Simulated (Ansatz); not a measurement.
# A series of single points on Rh

System: Rh (2 atoms in the cell).
Method: DFT r2SCAN, scalar-relativistic, plane waves, PAW, no spin polarisation (Ansatz 0.2.0).

The 8 runs differ only in the geometry, by a shift of atoms along one path in a fixed cell. The shift s is measured from run 5: Rh2 moves along the Cartesian direction (0.00, 0.00, 1.00), and Rh1 with it in fixed proportion. The structure derives from a Materials Project entry.

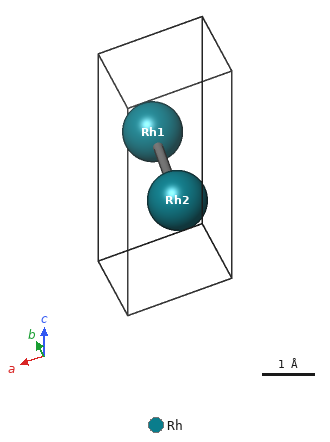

Figure 1. The structure of run 5 (ball-and-stick view of the cell of the calculation, seen at an oblique angle; atoms are numbered from 1 in the order of the input). An atom can appear more than once, as a periodic image.

**Input of run 5**
```yaml
crystal:
  lattice:
    - [2.703643185, 0.0, 0.0]
    - [-1.3518215925, 2.3414236809, 0.0]
    - [0.0, 0.0, 4.3486172186]
  atoms:
    - { symbol: Rh, position: [0.6666666667, 0.3333333333, 0.7396518829] }
    - { symbol: Rh, position: [0.3333333333, 0.6666666667, 0.2603481171] }
basis:
  ecutwfc: 500
kpoints:
  mp_grid: { grid: [24, 24, 14] }
hamiltonian:
  xc: r2scan
scf:
  occupations: { method: gaussian, width: 0.15 }
output:
  forces: true
  stress: true
  eigenvalues: true
```

Command:
```bash
ansatz run input.yaml --threads 2 --pin off --max-ram 5120MiB --backend cpu --events-out ev --progress --plain --runs-dir out
```

Lattice vectors (Å) and fractional positions of run 5:
```
   2.703643    0.000000    0.000000
  -1.351822    2.341424    0.000000
   0.000000    0.000000    4.348617
Rh  0.666667  0.333333  0.739652
Rh  0.333333  0.666667  0.260348
```

Run 6 differs from it as follows:
```diff
-    - { symbol: Rh, position: [0.6666666667, 0.3333333333, 0.7396518829] }
-    - { symbol: Rh, position: [0.3333333333, 0.6666666667, 0.2603481171] }
+    - { symbol: Rh, position: [0.6666666667, 0.3333333333, 0.7327531382] }
+    - { symbol: Rh, position: [0.3333333333, 0.6666666667, 0.2672468618] }
```

**Results, with one run withheld**

| run | shift s of Rh2 (Å) | free energy per atom, from the lowest run given (meV) | pressure (GPa) | force along the path (eV/Å) |
| --- | --- | --- | --- | --- |
| 1 | −0.1650 | 161.58 | 9.57 | 5.582 |
| 2 | −0.1050 | 38.08 | 2.46 | 2.714 |
| 3 | −0.0300 | 0.00 | 0.25 | −0.676 |
| 4 | −0.0150 | 7.61 | 0.69 | −1.353 |
| 5 | 0.0000 | 20.29 | 1.43 | −2.031 |
| 6 | 0.0300 | ? | ? | ? |
| 7 | 0.0450 | 89.16 | 5.42 | −4.103 |
| 8 | 0.0600 | 122.61 | 7.35 | −4.821 |

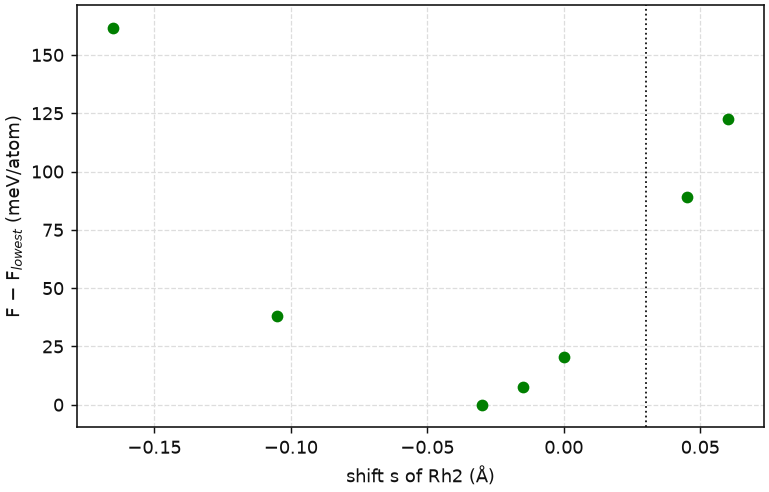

Figure 2. Free energy per atom of the runs given; the dotted line marks run 6.

Fit the runs given and predict run 6.

A cubic polynomial in the coordinate, fitted to the 7 runs given, misses them by at most 0.18 meV per atom. With x = s + 0.0300, it reads F = −0.14318 + 343.64 x + 11359 x² − 437.52 x³ (meV per atom). At run 6 it gives 61.27 meV per atom, and the run itself gives 61.02. The slope of the fit gives a force −dF/ds of −3.404 eV/Å along the path (summed over the atoms that move), and the printed forces give −3.403 eV/Å. The fit has its minimum at s = −0.0451 Å.

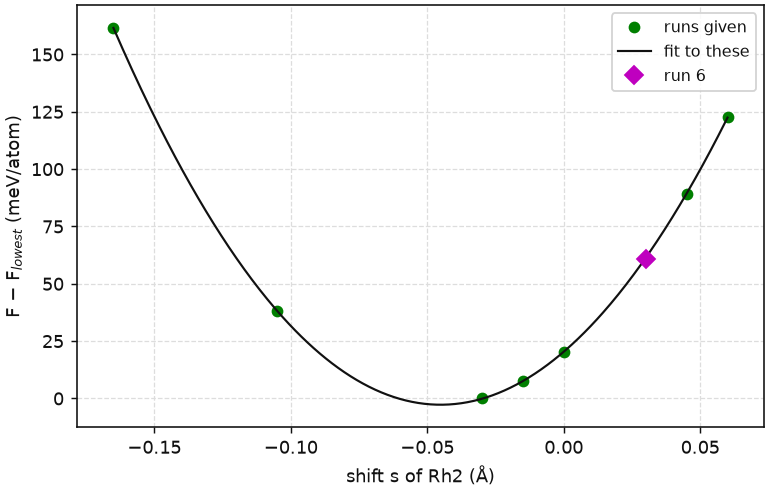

Figure 3. The fit and the withheld run.

**Output, shortened to warnings, some set-up lines, iterations and results (run 6)**
```
Basis set: ecut = 500 eV, 699 PW (Γ), exchange–correlation on 80×80×128 points (64 copies of the dense FFT grid, shifted against one another)
Symmetry: 12 space group operations
k-points: 776 of 8064
Initial density: superposition of atomic densities (neutral atoms: chi_scale 0, normalization atom), corrected by the library's trained network
[...]
SCF iter   1: F=—  HF=-12830.318139 eV  |F-HF|=—  |Δ(HF+E_count)|=         —  Δρ=1.15e-2  dr2=8.79e-3  dr2_τ=1.60e-2  ethr=1.77e-3  ⟨swp⟩=5.1  Hψ=66155  notcnv=0
SCF iter   2: F=—  HF=-12830.342049 eV  |F-HF|=—  |Δ(HF+E_count)|=   2.39e-2  Δρ=6.99e-3  dr2=4.15e-3  dr2_τ=4.88e-4  ethr=2.58e-5  ⟨swp⟩=2.0  Hψ=29208  notcnv=0
SCF iter   3: F=—  HF=-12830.344755 eV  |F-HF|=—  |Δ(HF+E_count)|=   2.71e-3  Δρ=2.41e-3  dr2=1.52e-3  dr2_τ=1.55e-4  ethr=1.22e-5  ⟨swp⟩=2.1  Hψ=24963  notcnv=0
SCF iter   4: F=—  HF=-12830.344380 eV  |F-HF|=—  |Δ(HF+E_count)|=   3.75e-4  Δρ=3.92e-4  dr2=1.69e-5  dr2_τ=1.33e-5  ethr=4.48e-6  ⟨swp⟩=2.3  Hψ=25347  notcnv=0
SCF iter   5: F=—  HF=-12830.344417 eV  |F-HF|=—  |Δ(HF+E_count)|=   3.67e-5  Δρ=1.98e-4  dr2=5.63e-6  dr2_τ=1.26e-6  ethr=4.96e-8  ⟨swp⟩=2.3  Hψ=28801  notcnv=0
SCF iter   6: F=—  HF=-12830.344432 eV  |F-HF|=—  |Δ(HF+E_count)|=   1.52e-5  Δρ=9.51e-5  dr2=2.63e-6  dr2_τ=1.35e-7  ethr=1.66e-8  ⟨swp⟩=2.0  Hψ=23997  notcnv=0
SCF iter   7: F=—  HF=-12830.344435 eV  |F-HF|=—  |Δ(HF+E_count)|=   3.26e-6  Δρ=4.54e-5  dr2=3.18e-7  dr2_τ=1.55e-8  ethr=7.72e-9  ⟨swp⟩=2.0  Hψ=23301  notcnv=0
SCF iter   8: F=-12830.344436 eV  HF=-12830.344436 eV  |F-HF|=6.78e-8  |Δ(HF+E_count)|=   7.91e-7  Δρ=1.43e-5  dr2=3.51e-8  dr2_τ=1.52e-9  ethr=2.94e-10  ⟨swp⟩=5.9  Hψ=71876  …
SCF 1 converged in 8 iterations: F = -12830.344436 eV  dr2 = 3.51e-8
SCF converged after 8 iterations
Free energy (F): -12830.344436 eV
Harris-Foulkes:  -12830.344436 eV  (|F-HF|=6.78e-8)
Internal energy: -12830.308729 eV  (E = F + TS)
E sigma→0 (E₀):  -12830.326583 eV
Entropy (-TS):   -0.035707 eV (-17.854 meV/atom)
Fermi energy:    22.315011 eV
--- Per-component energies (eV) ---
  E_band       = -205.835722
  E_kinetic    = 1147.294290
  E_local      = -3171.199860  (includes V_loc(G=0)·N_el)
  E_nonlocal   = 711.210124
  E_hartree    = 1121.310812
  E_xc         = -433.773403
  E_vxc        = -628.515982  (∫ρ·V_xc dr)
  E_paw        = -7208.652042  (= ΣΔE_a)
  E_vpaw       = -549.782322  (= ΣTr[D̂ρ^β])
  E_aug_tail   = 0.001271  (compensation charges beyond the density's cutoff)
  E_vtau       = 42.529786  (kinetic-family band-sum trace: ∫τ·v_τ [+ j·A + Jᵃ·Aᵃ] dr)
  E_ewald      = -4995.760004
  E_core_change = -0.739919  (= ΣΔE_core)
  E_smearing   = -0.035707  (= −TS)
  E_closure    = 0.000000  (closes the sum)
  Σ components = -12830.344436   (vs F -12830.344436, Δ=0.00e0)
--- Forces (eV/Å), atoms counted from 1 ---
  atom   1  Rh     0.00000000    -0.00000000     1.70174723
  atom   2  Rh    -0.00000000     0.00000000    -1.70174723
  max |Σ_I F_I| component: 4.44e-16 eV/Å
--- Stress (GPa, compression-positive) ---
        2.754557       0.000000      -0.000000
        0.000000       2.754557      -0.000000
       -0.000000       0.000000       5.860815
  P = ⅓ Tr σ = 3.7900 GPa (37.900 kbar)
```
